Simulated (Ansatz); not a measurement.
Si (cell with a defect)

```cif
data_structure
_symmetry_space_group_name_H-M 'P 1'
_symmetry_Int_Tables_number 1
_cell_length_a 9.4117
_cell_length_b 9.4117
_cell_length_c 9.4117
_cell_angle_alpha 109.471
_cell_angle_beta 109.471
_cell_angle_gamma 109.471
_cell_volume 641.77
loop_
_atom_site_label
_atom_site_type_symbol
_atom_site_fract_x
_atom_site_fract_y
_atom_site_fract_z
_atom_site_occupancy
Si1 Si 0.24880 0.50000 0.99935 1
Si2 Si 0.25055 0.75120 0.75120 1
Si3 Si 0.24880 0.99935 0.50000 1
Si4 Si 0.50000 0.24880 0.99935 1
Si5 Si 0.23675 0.23675 0.23675 1
Si6 Si 0.50000 0.50000 0.76325 1
Si7 Si 0.50000 0.76325 0.50000 1
Si8 Si 0.74945 0.00065 0.00065 1
Si9 Si 0.50000 0.99935 0.24880 1
Si10 Si 0.75120 0.25055 0.75120 1
Si11 Si 0.76325 0.50000 0.50000 1
Si12 Si 0.00065 0.74945 0.00065 1
Si13 Si 0.75120 0.75120 0.25055 1
Si14 Si 0.00065 0.00065 0.74945 1
Si15 Si 0.99935 0.24880 0.50000 1
Si16 Si 0.99935 0.50000 0.24880 1
Si17 Si 0.00000 0.25000 0.75000 1
Si18 Si 0.01174 0.50000 0.50000 1
Si19 Si 0.00000 0.75000 0.25000 1
Si20 Si 0.25000 0.00000 0.75000 1
Si21 Si 0.98826 0.98826 0.98826 1
Si22 Si 0.24887 0.24887 0.50000 1
Si23 Si 0.24887 0.50000 0.24887 1
Si24 Si 0.50000 0.75113 0.75113 1
Si25 Si 0.25000 0.75000 0.00000 1
Si26 Si 0.50000 0.01174 0.50000 1
Si27 Si 0.50000 0.24887 0.24887 1
Si28 Si 0.75113 0.50000 0.75113 1
Si29 Si 0.50000 0.50000 0.01174 1
Si30 Si 0.75113 0.75113 0.50000 1
Si31 Si 0.75000 0.00000 0.25000 1
Si32 Si 0.75000 0.25000 0.00000 1
Si33 Si 0.50000 0.50000 0.50000 1
```

The calculation used DFT PBEsol, scalar-relativistic, plane waves, PAW in Ansatz.

Question: What can the converged valence pseudo-density and electron localisation function tell about the bonding?

Answer: Si–Si (2.33 Å): ρ is about 0.58 e/Å³ halfway; the ELF peaks at about 0.95 between the atoms.
Si–Si (2.40 Å): ρ is about 0.51 e/Å³ halfway; the ELF peaks at about 0.95 between the atoms.
Si–Si (2.48 Å): ρ is about 0.37 e/Å³ halfway; the ELF peaks at about 0.75 between the atoms.

Question: Metal or insulator at this level of theory?

Answer: It is metallic or semimetallic at this level of theory: no gap opens.

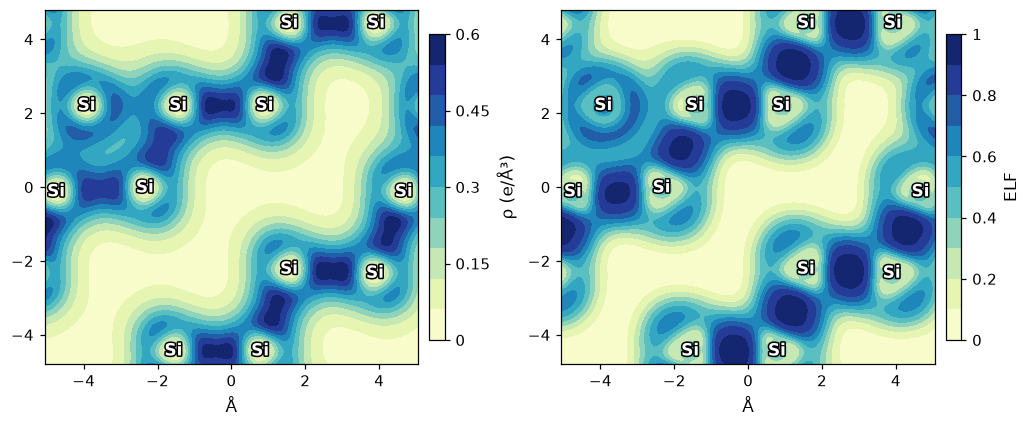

Computed valence pseudo-density and electron localisation function on the (011̄) plane of the calculation cell, in this order. 

The density is the valence pseudo-density of a PAW calculation; it isn't the true density close to the nuclei.
